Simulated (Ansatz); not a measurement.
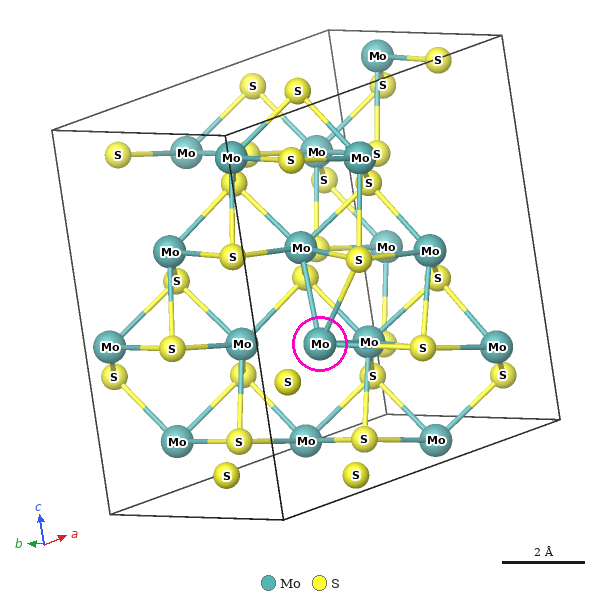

The structure above is drawn in ball-and-stick style and viewed from a general direction. The frame is the supercell; atoms at its boundary are shown with their periodic copies. The host is MoS$_{2}$, in a cell of 39 sites, and the cell carries a charge of +1. A ring marks the defect's site.

Describe the defect.

Molybdenum on a sulfur site (an antisite). It is bonded to two Mo and two S (about 2.6 Å to Mo, 2.5 Å to S). Not all metal-metal contacts are counted.

Electronic-structure method: Ansatz, DFT PBE, scalar-relativistic, plane waves, PAW. Parameters: wavefunction cutoff 420 eV, 2×2×2 k-mesh, Gaussian smearing of 0.01 eV, collinear spins.

Does the defect carry a magnetic moment?

Yes, 1.0 μB in the cell.

The atoms were relaxed in the host's cell with DFT PBE, scalar-relativistic, plane waves, PAW in Ansatz.
